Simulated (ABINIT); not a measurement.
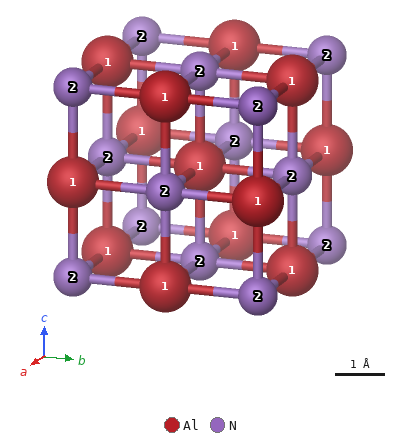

Figure 1. The input geometry (ball-and-stick view of the cell 4 times as large as that of the calculation, set on its symmetry axes, seen slightly off an axis; atoms are numbered from 1 in the order of the input). Near neighbours in the crystal (not all of them lie inside the picture): Al has 6 N at 2.02 Å; N has 6 Al at 2.02 Å.

## AlN: Bethe–Salpeter calculation (part 1 of 2)

AlN (Fm-3m, 2 atoms in the cell), computed with Kohn-Sham DFT of a periodic cell, PBEsol, PseudoDojo NC SR PBEsol v0.4 stringent, GW-BSE, no spin polarisation (ABINIT 10.8.3).

The structure derives from a Materials Project entry.

## What the program printed
```
.Version 10.8.3 of ABINIT
 DATASET    1 : space group Fm -3 m (#225); Bravais cF (face-center cubic)
================================================================================
 Values of the parameters that define the memory need for DATASET  1.
     intxc =       0    ionmov =       0      iscf =       7    lmnmax =       6
     lnmax =       6     mgfft =      32  mpssoang =       3    mqgrid =    3001
     natom =       2  nloc_mem =       1    nspden =       1   nspinor =       1
    nsppol =       1      nsym =      48    n1xccc =    2501    ntypat =       2
    occopt =       1   xclevel =       2
       mpw =        1464          nfft =       32768          nkpt =          16
================================================================================
================================================================================

 DATASET    2 : space group Fm -3 m (#225); Bravais cF (face-center cubic)
================================================================================
 Values of the parameters that define the memory need for DATASET  2.
     intxc =       0    ionmov =       0      iscf =      -2    lmnmax =       6
     lnmax =       6     mgfft =      32  mpssoang =       3    mqgrid =    3001
     natom =       2  nloc_mem =       1    nspden =       1   nspinor =       1
    nsppol =       1      nsym =      48    n1xccc =    2501    ntypat =       2
    occopt =       1   xclevel =       2
       mpw =        1463          nfft =       32768          nkpt =         216
================================================================================
================================================================================

 DATASET    3 : space group Fm -3 m (#225); Bravais cF (face-center cubic)
================================================================================
 Values of the parameters that define the memory need for DATASET  3.
     intxc =       0    ionmov =       0      iscf =       7    lmnmax =       6
     lnmax =       6     mgfft =      27  mpssoang =       3    mqgrid =    3001
     natom =       2  nloc_mem =       1    nspden =       1   nspinor =       1
    nsppol =       1      nsym =      48    n1xccc =    2501    ntypat =       2
    occopt =       1   xclevel =       2
       mpw =         677          nfft =       19683          nkpt =         216
================================================================================
================================================================================

--------------------------------------------------------------------------------
------------- Echo of variables that govern the present computation ------------
--------------------------------------------------------------------------------
 -outvars: echo values of preprocessed input variables --------
            acell      5.4036740998E+00  5.4036740998E+00  5.4036740998E+00 Bohr
              amu      2.69815390E+01  1.40067400E+01
  bs_coulomb_term1         11
  bs_coulomb_term2         11
  bs_coulomb_term3         21
     bs_freq_mesh1     0.00000000E+00  0.00000000E+00  3.67493222E-04 Hartree
     bs_freq_mesh2     0.00000000E+00  0.00000000E+00  3.67493222E-04 Hartree
     bs_freq_mesh3     0.00000000E+00  5.14490510E-01  1.83746611E-03 Hartree
 bs_haydock_niter1        100
 bs_haydock_niter2        100
 bs_haydock_niter3        200
        bs_loband1          0
        bs_loband2          0
        bs_loband3          1
          chkprim           0
      chksymbreak           0
      chksymtnons           0
           diemac      6.00000000E+00
           diemix      9.00000000E-01
             ecut1     4.20000000E+01 Hartree
             ecut2     4.20000000E+01 Hartree
             ecut3     2.50000000E+01 Hartree
          ecuteps1     0.00000000E+00 Hartree
          ecuteps2     0.00000000E+00 Hartree
          ecuteps3     5.00000000E+00 Hartree
           ecutsm      5.00000000E-01 Hartree
          ecutwfn1     0.00000000E+00 Hartree
          ecutwfn2     0.00000000E+00 Hartree
          ecutwfn3     2.50000000E+01 Hartree
           getden1          0
           getden2          1
           getden3          1
           getwfk1          0
           getwfk2          0
           getwfk3          2
             iscf1          7
             iscf2         -2
             iscf3          7
              ixc     -116133
           jdtset        1    2    3
                       outvar_i_n : Printing only first  50 k-points.
         kptrlatt        6    0    0      0    6    0      0    0    6
          kptrlen      3.24220446E+01
       mbpt_sciss1     0.00000000E+00 Hartree
       mbpt_sciss2     0.00000000E+00 Hartree
       mbpt_sciss3     2.93994577E-02 Hartree
       mdf_epsinf1     0.00000000E+00
       mdf_epsinf2     0.00000000E+00
       mdf_epsinf3     5.12000000E+00
            natom           2
            nband1          4
            nband2         13
            nband3          7
           nbdbuf1          0
           nbdbuf2          4
           nbdbuf3          0
           ndtset           3
            ngfft1         32      32      32
            ngfft2         32      32      32
            ngfft3         27      27      27
             nkpt1         16
             nkpt2        216
             nkpt3        216
           npweps1          0
           npweps2          0
           npweps3         59
            nstep1         80
            nstep2        120
            nstep3         80
             nsym          48
           ntypat           2
        optdriver1          0
        optdriver2          0
        optdriver3         99
           prtden1          1
           prtden2          0
           prtden3          1
        prtebands           0
           prteig           0
            prtwf1          0
            prtwf2          1
            prtwf3          1
            rprim      0.0000000000E+00  7.0710678120E-01  7.0710678120E-01
                       7.0710678120E-01  0.0000000000E+00  7.0710678120E-01
                       7.0710678120E-01  7.0710678120E-01  0.0000000000E+00
           shiftk1     0.00000000E+00  0.00000000E+00  0.00000000E+00
           shiftk2     1.10000000E-01  2.10000000E-01  3.10000000E-01
           shiftk3     1.10000000E-01  2.10000000E-01  3.10000000E-01
          spgroup         225
           tolsym      1.00000000E-06
           tolvrs1     1.00000000E-12
           tolvrs2     0.00000000E+00
           tolvrs3     0.00000000E+00
           tolwfr1     0.00000000E+00
           tolwfr2     1.00000000E-12
           tolwfr3     0.00000000E+00
            typat      1  2
                       outvars : Printing only first  50 k-points.
           xangst      2.0219726800E+00  2.0219726800E+00  2.0219726800E+00
                       0.0000000000E+00  0.0000000000E+00  0.0000000000E+00
            xcart      3.8209745993E+00  3.8209745993E+00  3.8209745993E+00
                       0.0000000000E+00  0.0000000000E+00  0.0000000000E+00
             xred      5.0000000000E-01  5.0000000000E-01  5.0000000000E-01
                       0.0000000000E+00  0.0000000000E+00  0.0000000000E+00
             zcut1     3.67493260E-03 Hartree
             zcut2     3.67493260E-03 Hartree
             zcut3     3.67493222E-03 Hartree
            znucl       13.00000    7.00000

================================================================================

 chkinp: Checking input parameters for consistency, jdtset=   1.

 chkinp: Checking input parameters for consistency, jdtset=   2.

 chkinp: Checking input parameters for consistency, jdtset=   3.

================================================================================
== DATASET  1 ==================================================================

--- !DatasetInfo
iteration_state: {dtset: 1, }
dimensions: {natom: 2, nkpt: 16, mband: 4, nsppol: 1, nspinor: 1, nspden: 1, mpw: 1464, }
cutoff_energies: {ecut:  42.0, pawecutdg:  -1.0, }
electrons: {nelect:   8.00000000E+00, charge:   0.00000000E+00, occopt:   1.00000000E+00, tsmear:   1.00000000E-02, }
meta: {optdriver: 0, ionmov: 0, optcell: 0, iscf: 7, paral_kgb: 0, }
...

 Real(R)+Recip(G) space primitive vectors, cartesian coordinates (Bohr,Bohr^-1):
 R(1)=  0.0000000  3.8209746  3.8209746  G(1)= -0.1308567  0.1308567  0.1308567
 R(2)=  3.8209746  0.0000000  3.8209746  G(2)=  0.1308567 -0.1308567  0.1308567
 R(3)=  3.8209746  3.8209746  0.0000000  G(3)=  0.1308567  0.1308567 -0.1308567
 Unit cell volume ucvol=  1.1157129E+02 bohr^3
 Angles (23,13,12)=  6.00000000E+01  6.00000000E+01  6.00000000E+01 degrees

 getcut: wavevector=  0.0000  0.0000  0.0000  ngfft=  32  32  32
         ecut(hartree)=     42.000   => boxcut(ratio)=   2.02988

--- Pseudopotential description ------------------------------------------------
- pspini: atom type   1  psp file is ./Al.upf
  13.00000   3.00000  180301                  znucl, zion, pspdat
12 -116133 2 -1 1876                          pspcod,pspxc,lmax,lloc,mmax
     nproj     2     2     2

- pspini: atom type   2  psp file is ./N.upf
   7.00000   5.00000  180301                  znucl, zion, pspdat
12 -116133 1 -1 1058                          pspcod,pspxc,lmax,lloc,mmax
     nproj     2     2     0

   4.76014214E+01                                ecore*ucvol(ha*bohr**3)
--------------------------------------------------------------------------------

================================================================================

--- !BeginCycle
iteration_state: {dtset: 1, }
solver: {iscf: 7, nstep: 80, nline: 4, wfoptalg: 0, }
tolerances: {tolvrs: 1.00E-12, }
...

     iter   Etot(hartree)      deltaE(h)  residm     vres2
 ETOT  1  -12.663350559558    -1.266E+01 1.570E-01 3.474E+02
 ETOT  2  -12.721909950884    -5.856E-02 1.506E-04 1.410E+02
 ETOT  3  -12.757678868641    -3.577E-02 7.697E-04 1.306E+00
 ETOT  4  -12.757917919604    -2.391E-04 5.213E-06 1.360E-02
 ETOT  5  -12.757921052102    -3.132E-06 6.001E-08 4.454E-05
 ETOT  6  -12.757921061419    -9.317E-09 8.556E-10 1.776E-07
 ETOT  7  -12.757921061476    -5.640E-11 4.277E-11 1.453E-08
 ETOT  8  -12.757921061479    -3.659E-12 3.585E-13 9.723E-11
 ETOT  9  -12.757921061479     1.172E-13 1.650E-14 5.539E-13

 At SCF step    9       vres2   =  5.54E-13 < tolvrs=  1.00E-12 =>converged.

 Cartesian components of stress tensor (hartree/bohr^3)
  sigma(1 1)=  4.28056146E-07  sigma(3 2)=  0.00000000E+00
  sigma(2 2)=  4.28056146E-07  sigma(3 1)=  0.00000000E+00
  sigma(3 3)=  4.28056146E-07  sigma(2 1)=  0.00000000E+00

--- !ResultsGS
iteration_state: {dtset: 1, }
comment   : Summary of ground state results
lattice_vectors:
- [  0.0000000,   3.8209746,   3.8209746, ]
- [  3.8209746,   0.0000000,   3.8209746, ]
- [  3.8209746,   3.8209746,   0.0000000, ]
lattice_lengths: [   5.40367,    5.40367,    5.40367, ]
lattice_angles: [ 60.000,  60.000,  60.000, ] # degrees, (23, 13, 12)
lattice_volume:   1.1157129E+02
convergence: {deltae:  1.172E-13, res2:  5.539E-13, residm:  1.650E-14, diffor: null, }
etotal    :  -1.27579211E+01
entropy   :   0.00000000E+00
fermie    :   3.55547637E-01
cartesian_stress_tensor: # hartree/bohr^3
- [  4.28056146E-07,   0.00000000E+00,   0.00000000E+00, ]
- [  0.00000000E+00,   4.28056146E-07,   0.00000000E+00, ]
- [  0.00000000E+00,   0.00000000E+00,   4.28056146E-07, ]
pressure_GPa:  -1.2594E-02
xred      :
- [  5.0000E-01,   5.0000E-01,   5.0000E-01, Al]
- [  0.0000E+00,   0.0000E+00,   0.0000E+00,  N]
cartesian_forces: # hartree/bohr
- [ -0.00000000E+00,  -0.00000000E+00,  -0.00000000E+00, ]
- [ -0.00000000E+00,  -0.00000000E+00,  -0.00000000E+00, ]
force_length_stats: {min:   0.00000000E+00, max:   0.00000000E+00, mean:   0.00000000E+00, }
...

 Integrated electronic density in atomic spheres:
 ------------------------------------------------
 Atom  Sphere_radius  Integrated_density
    1        2.00000          1.04536197
    2        2.00000          5.43103474
================================================================================

 ----iterations are completed or convergence reached----

 Mean square residual over all n,k,spin=   59.787E-17; max=  16.504E-15
 reduced coordinates (array xred) for    2 atoms
       0.500000000000      0.500000000000      0.500000000000
       0.000000000000      0.000000000000      0.000000000000
 rms dE/dt=  0.0000E+00; max dE/dt=  0.0000E+00; dE/dt below (all hartree)
    1       0.000000000000      0.000000000000      0.000000000000
    2       0.000000000000      0.000000000000      0.000000000000

 cartesian coordinates (angstrom) at end:
    1      2.02197268003573     2.02197268003573     2.02197268003573
    2      0.00000000000000     0.00000000000000     0.00000000000000

 cartesian forces (hartree/bohr) at end:
    1     -0.00000000000000    -0.00000000000000    -0.00000000000000
    2     -0.00000000000000    -0.00000000000000    -0.00000000000000
 frms,max,avg= 0.0000000E+00 0.0000000E+00   0.000E+00  0.000E+00  0.000E+00 h/b
```
